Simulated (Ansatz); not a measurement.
**BeS: molecular dynamics (part 4 of 4)**

Continued. System: BeS (F-43m, 16 atoms in the cell). Method: DFT PBEsol, scalar-relativistic, plane waves, PAW, no spin polarisation (Ansatz 0.2.0); cutoff 420 eV, 2×2×2 k-mesh, Fermi–Dirac smearing of 0.0689 eV. The structure derives from an entry of the Crystallography Open Database. Some settings of this run were made unusual or wrong on purpose.

Geometry of the input (Å; fractional positions):
```
-4.8821  4.8821  0.0000
-4.8821  0.0000  4.8821
0.0000  4.8821  4.8821
Be 0.0000  0.0000  0.0000
Be 0.5000  0.0000  -0.0000
Be 0.0000  0.5000  -0.0000
Be 0.0000  -0.0000  0.5000
Be 0.5000  0.5000  -0.0000
Be 0.5000  -0.0000  0.5000
Be 0.0000  0.5000  0.5000
Be 0.5000  0.5000  0.5000
S  0.6250  0.6250  0.1250
S  0.1250  0.6250  0.1250
S  0.6250  0.1250  0.1250
S  0.6250  0.6250  0.6250
S  0.1250  0.1250  0.1250
S  0.1250  0.6250  0.6250
S  0.6250  0.1250  0.6250
S  0.1250  0.1250  0.6250
```

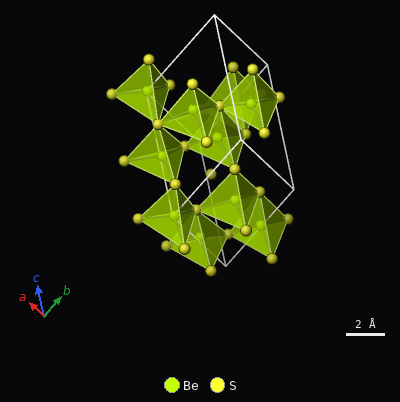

Figure 1. The geometry at step 26 of the log (polyhedral view of the cell of the calculation, seen at an oblique angle; polyhedra are completed across the faces of the cell).

Trajectory as extended XYZ, continued
```
16
Lattice="-4.8252 4.8252 0.0000 -4.8252 0.0000 4.8252 0.0000 4.8252 4.8252" Properties=species:S:1:pos:R:3:forces:R:3 step=22 time_fs=132.0 energy=-7817.91425 temperature=779.1 pressure_GPa=2.97
Be    0.0916    0.0109   -0.1751   -0.7330   0.0069   2.1076
Be   -2.4425    2.2991    0.1645   -0.7596   0.8569  -0.1190
Be   -2.4651   -0.1444    2.4468    0.3767   0.5885   0.2419
Be    0.0365    2.3249    2.3834   -0.2522  -0.8631   0.4716
Be   -4.8980    2.4078    2.6396    0.2680   0.8587  -1.0524
Be   -2.4575    4.8333    2.3883    0.6980   0.7533   0.0155
Be   -2.4115    2.6038    4.6427    0.3953  -0.2663   1.2976
Be   -4.9859    4.8026    4.9501    0.7476   0.8268   0.0757
S    -6.1141    3.5302    3.8512   -0.1527   0.8564  -1.1482
S    -3.6538    1.2400    3.6825    1.9054   0.8241  -1.1456
S    -3.6837    3.7488    1.1767    0.3915  -1.2509   1.1269
S    -5.9789    6.2580    6.0829   -1.3617  -1.0342  -0.5453
S    -1.2443    1.1240    1.1818    0.5674  -0.7835   1.1960
S    -3.7542    3.6010    6.1197    1.3717   0.2528  -1.3895
S    -3.5836    6.0183    3.7335   -0.8907  -0.7818  -0.6174
S    -0.9855    3.6941    3.5193   -2.5717  -0.8445  -0.5152
16
Lattice="-4.8247 4.8247 0.0000 -4.8247 0.0000 4.8247 0.0000 4.8247 4.8247" Properties=species:S:1:pos:R:3:forces:R:3 step=23 time_fs=138.0 energy=-7817.98488 temperature=913.5 pressure_GPa=3.28
Be    0.0461   -0.0815   -0.1465   -0.0855   1.3981   1.6401
Be   -2.3895    2.3420    0.1528   -0.8745   0.1521   0.2978
Be   -2.5321   -0.0572    2.4606    0.5726   0.0783   0.3196
Be    0.1062    2.2828    2.4088   -0.9563  -0.3613   0.3688
Be   -4.8765    2.4376    2.6849    0.3085   0.2920  -1.4205
Be   -2.4834    4.8632    2.2984    0.9245   0.5898   0.8605
Be   -2.4181    2.6506    4.7948    0.5985  -0.7203   0.2087
Be   -4.9478    4.8967    4.9414    0.3443  -0.1850  -0.1979
S    -6.1107    3.4985    3.8289    0.1497   2.0993  -0.8171
S    -3.6520    1.2456    3.7216    1.3640   0.5082  -0.4509
S    -3.6770    3.7533    1.1608    0.3149  -1.7464   1.2615
S    -6.0008    6.2100    6.1313   -0.8578  -0.2471  -0.5311
S    -1.2434    1.1128    1.2466    0.3732  -0.4817   0.5805
S    -3.7479    3.5800    6.1102    1.0991   0.9564  -1.0043
S    -3.5887    6.0479    3.7307   -0.2735  -1.0554  -0.2487
S    -0.9875    3.6792    3.5227   -3.0017  -1.2769  -0.8670
16
Lattice="-4.8258 4.8258 0.0000 -4.8258 0.0000 4.8258 0.0000 4.8258 4.8258" Properties=species:S:1:pos:R:3:forces:R:3 step=24 time_fs=144.0 energy=-7817.79014 temperature=770.4 pressure_GPa=3.67
Be    0.0076   -0.1236   -0.0712   -0.1351   1.7442   0.5327
Be   -2.3608    2.3745    0.1714   -0.7556  -0.2167   0.2934
Be   -2.5681    0.0283    2.4741    0.5010  -0.5741   0.4390
Be    0.1320    2.2257    2.4382   -1.3048   0.7768  -0.1870
Be   -4.8936    2.4614    2.6878    0.8642  -0.2128  -1.0891
Be   -2.4909    4.9193    2.2257    0.6095  -0.1638   1.6804
Be   -2.3913    2.6640    4.9543    0.9847  -1.1262  -1.1823
Be   -4.8734    5.0009    4.9317   -0.1602  -1.1232  -0.1723
S    -6.1066    3.4910    3.8175    0.2415   2.6576  -0.4837
S    -3.6294    1.2504    3.7667    0.4972   0.5234  -0.2754
S    -3.6530    3.7526    1.1506    0.1824  -2.0448   1.5003
S    -6.0289    6.1664    6.1796    0.0863   0.4835  -0.8703
S    -1.2418    1.0892    1.3059    0.3204  -0.0568  -0.0161
S    -3.7052    3.5674    6.0842   -0.0249   1.4483   0.2142
S    -3.5904    6.0697    3.7176    0.5226  -1.1116   0.2566
S    -1.0206    3.6505    3.5421   -2.4293  -1.0038  -0.6405
16
Lattice="-4.8270 4.8270 0.0000 -4.8270 0.0000 4.8270 0.0000 4.8270 4.8270" Properties=species:S:1:pos:R:3:forces:R:3 step=25 time_fs=150.0 energy=-7817.58292 temperature=697.3 pressure_GPa=3.78
Be   -0.0119   -0.0943    0.0246   -0.5105   0.9851  -0.7791
Be   -2.3346    2.4171    0.2135   -0.5560  -0.4882  -0.2024
Be   -2.6050    0.0801    2.4913    0.5344  -0.9735   0.5564
Be    0.0930    2.1986    2.4257   -0.9011   1.3313   0.0129
Be   -4.9113    2.4543    2.6518    1.0497  -0.1470  -0.3562
Be   -2.5134    4.9632    2.1903    0.2407  -0.8126   2.3295
Be   -2.3387    2.6480    5.0687    1.1852  -1.2394  -2.1695
Be   -4.7975    5.0470    4.9125   -0.6744  -1.5685   0.0746
S    -6.1008    3.5179    3.8123    0.4023   2.3527  -0.4499
S    -3.6061    1.2608    3.8140   -0.1540   0.5401  -0.3646
S    -3.6203    3.7366    1.1540   -0.2959  -1.9803   1.4860
S    -6.0487    6.1297    6.2061    1.1075   0.7895  -1.1823
S    -1.2408    1.0657    1.3387    0.1262   0.2414  -0.3283
S    -3.6536    3.5729    6.0603   -1.1097   1.6847   1.0951
S    -3.5863    6.0736    3.7011    0.8680  -0.5582   0.1940
S    -1.0777    3.6060    3.5581   -1.3123  -0.1571   0.0837
16
Lattice="-4.8276 4.8276 0.0000 -4.8276 0.0000 4.8276 0.0000 4.8276 4.8276" Properties=species:S:1:pos:R:3:forces:R:3 step=26 time_fs=156.0 energy=-7817.87880 temperature=934.7 pressure_GPa=3.23
Be   -0.0265   -0.0359    0.0781   -0.2636   0.0045  -1.1161
Be   -2.3070    2.4669    0.2550   -0.2486  -0.9099  -0.7773
Be   -2.6411    0.0694    2.5338    0.7849  -0.8964   0.4852
Be   -0.0188    2.2289    2.4138    0.3758   1.0943   0.4737
Be   -4.8773    2.4179    2.6037    0.6825   0.3573   0.3110
Be   -2.5387    4.9521    2.2410    0.3474  -0.8282   2.1102
Be   -2.2483    2.5731    5.1201   -0.0355  -0.2477  -2.1397
Be   -4.7522    5.0256    4.9158   -0.7389  -1.4683  -0.0620
S    -6.0935    3.5643    3.8050    0.6593   1.5725  -0.5972
S    -3.5939    1.2756    3.8688   -0.3815   0.3293  -0.6070
S    -3.5962    3.6918    1.1699   -1.0309  -1.2389   1.3025
S    -6.0519    6.0966    6.2071    1.4928   0.1701  -0.6314
S    -1.2404    1.0438    1.3542   -0.4310   0.3650  -0.3475
S    -3.6189    3.6019    6.0495   -1.0217   0.9132   1.0426
S    -3.5787    6.0653    3.6883    0.4104   0.1608  -0.0436
S    -1.1445    3.5582    3.5592   -0.6012   0.6223   0.5967
16
Lattice="-4.8276 4.8276 0.0000 -4.8276 0.0000 4.8276 0.0000 4.8276 4.8276" Properties=species:S:1:pos:R:3:forces:R:3 step=27 time_fs=162.0 energy=-7818.27423 temperature=1030.6 pressure_GPa=2.61
Be   -0.0432    0.0032    0.0708    0.1319  -0.5386  -0.4721
Be   -2.2773    2.4750    0.2535   -0.3345  -0.9721  -0.8777
Be   -2.6436    0.0105    2.5893    0.7798  -0.3802   0.3100
Be   -0.1305    2.3175    2.4357    1.6231  -0.0411  -0.1280
Be   -4.8463    2.3826    2.5854    0.4532   0.5305   0.3504
Be   -2.5435    4.8661    2.3703    0.6048  -0.3326   1.0279
Be   -2.1439    2.4853    5.0793   -1.4896   0.5400  -1.3460
Be   -4.7368    4.9469    4.9209   -0.5243  -0.7026  -0.3231
S    -6.0783    3.6141    3.7856    0.5881   0.7419  -0.3947
S    -3.5912    1.2892    3.9207   -0.3392  -0.0631  -0.9849
S    -3.5949    3.6296    1.2148   -1.2768  -0.5354   0.7749
S    -6.0400    6.0526    6.2028    1.3130  -0.6247   0.2144
S    -1.2543    1.0307    1.3707   -0.4288   0.5294  -0.3037
S    -3.5920    3.6351    6.0393   -0.5527  -0.1784   0.9207
S    -3.5738    6.0590    3.6756   -0.1867   0.5010   0.1846
S    -1.2022    3.5192    3.5565   -0.3611   1.5262   1.0471
16
Lattice="-4.8262 4.8262 0.0000 -4.8262 0.0000 4.8262 0.0000 4.8262 4.8262" Properties=species:S:1:pos:R:3:forces:R:3 step=28 time_fs=168.0 energy=-7818.17731 temperature=1073.9 pressure_GPa=2.61
Be   -0.0574    0.0206    0.0212    0.1855  -0.7369   0.6000
Be   -2.2521    2.4252    0.1933   -0.8278  -0.6175  -0.4193
Be   -2.6177   -0.0643    2.6391    0.4540   0.3856  -0.0899
Be   -0.1652    2.4143    2.4575    2.3627  -1.3691  -1.2584
Be   -4.8471    2.3736    2.5712    0.4612   0.2512   0.1880
Be   -2.5205    4.7415    2.5152    0.1272   0.4462  -0.3625
Be   -2.0807    2.4316    4.9772   -2.0022  -0.1743   0.3524
Be   -4.7495    4.8359    4.9082   -0.2218   0.4726  -0.3524
S    -6.0548    3.6573    3.7548    0.3210  -0.2380  -0.0337
S    -3.5912    1.2947    3.9596   -0.3074  -0.3909  -1.4723
S    -3.6112    3.5545    1.2747   -0.8149  -0.0319  -0.0495
S    -6.0216    5.9939    6.1986    0.8019  -0.5782   0.3205
S    -1.2707    1.0332    1.3905    0.0152   0.5912  -0.4282
S    -3.5643    3.6477    6.0181   -0.3233  -0.7706   1.1215
S    -3.5753    6.0578    3.6541   -0.3998   0.3782   0.5358
S    -1.2536    3.4851    3.5559    0.1685   2.3823   1.3479
16
Lattice="-4.8241 4.8241 0.0000 -4.8241 0.0000 4.8241 0.0000 4.8241 4.8241" Properties=species:S:1:pos:R:3:forces:R:3 step=29 time_fs=174.0 energy=-7817.69340 temperature=900.7 pressure_GPa=2.86
Be   -0.0558    0.0064   -0.0156   -0.0606  -0.7638   1.2959
Be   -2.2487    2.3508    0.0943   -0.9381  -0.0761   0.1860
Be   -2.5826   -0.1200    2.6802   -0.0275   1.0121  -0.6516
Be   -0.1137    2.4367    2.4543    1.7715  -1.2788  -1.2951
Be   -4.8496    2.3438    2.5183    0.4219   0.1115   0.5254
Be   -2.4869    4.6233    2.6371   -1.3364   1.7464  -1.9288
Be   -2.0929    2.3783    4.9274   -1.7050  -0.5497   1.2015
Be   -4.7852    4.7711    4.8999    0.3025   1.0362  -0.0912
S    -6.0178    3.6916    3.7161    0.0163  -1.3055   0.2351
S    -3.6007    1.3005    3.9898   -0.3317  -0.8260  -1.9071
S    -3.6350    3.4775    1.3264   -0.1104   0.5254  -0.8525
S    -6.0026    5.9293    6.2048    0.2480  -0.4080   0.0602
S    -1.2862    1.0497    1.3934    0.3831   0.4101  -0.5930
S    -3.5320    3.6321    5.9881   -0.3598  -0.7072   1.4401
S    -3.5735    6.0589    3.6385   -0.3932   0.0154   0.5756
S    -1.3110    3.4770    3.5479    2.1193   1.0580   1.7995
16
Lattice="-4.8225 4.8225 0.0000 -4.8225 0.0000 4.8225 0.0000 4.8225 4.8225" Properties=species:S:1:pos:R:3:forces:R:3 step=30 time_fs=180.0 energy=-7817.43977 temperature=626.7 pressure_GPa=2.95
Be   -0.0563   -0.0488    0.0076   -0.1182  -0.4504   1.2217
Be   -2.2725    2.2676   -0.0023   -0.2351   0.7460   0.8585
Be   -2.5643   -0.1341    2.7044   -0.2574   1.2405  -0.9165
Be   -0.0154    2.3890    2.4427    0.4156  -0.3810  -0.9286
Be   -4.8386    2.2856    2.4407    0.2882   0.2800   1.4328
Be   -2.5283    4.5680    2.6925   -1.6242   2.0578  -2.4146
Be   -2.1492    2.3219    4.9601   -0.8712  -0.0717   0.7115
Be   -4.8089    4.7737    4.8972    0.6069   0.6775   0.2200
S    -5.9820    3.7135    3.6784   -0.2041  -1.9806   0.4493
S    -3.6147    1.3096    4.0059   -0.6346  -1.5240  -1.9874
S    -3.6490    3.4163    1.3672    0.3488   1.0321  -1.6470
S    -5.9902    5.8823    6.2310   -0.3415  -0.5762  -0.3452
S    -1.3037    1.0681    1.3893    0.6305   0.1838  -0.6417
S    -3.4983    3.5972    5.9791   -0.7204  -0.2283   1.5964
S    -3.5722    6.0612    3.6518   -0.6222  -0.4665   0.2676
S    -1.3402    3.4842    3.5580    3.3389  -0.5392   2.1234
```

What the run reported

```tsv
quantity	value
outcome	finished
mean temperature over the second half	769 K
trajectory	30 steps, 180 fs
ensemble	npt_langevin
temperature in the input	800.0 K
time step	6.0 fs
space group of the start (tolerance 0.01 Å)	F-43m (216)
electrons treated	64
potential energy (free energy of the electrons) (last step)	−7817.4398 eV
Fermi energy (last step)	7.056 eV
pressure (without the kinetic term) (last step)	2.34 GPa
largest force (length of the vector) (last step)	3.993 eV/Å
hardware	4 threads of AMD EPYC (Zen 5), 64 GiB of memory available, shared host
wall time	16 s (CPU time 54 s)
peak memory	0.61 GiB
```

Diagnosis

Some settings of this run were drawn to be unusual or wrong. It finished; results that depend on the unusual settings are not reference values. The k-point mesh is coarse (a preliminary or cheap run), so energies and forces are approximate. Warnings of the run: the SCF threshold is looser than advised for the printed stress. So short a trajectory is not equilibrated. The logged temperature at the start can lie below the typed one, since it is counted over all degrees of freedom.
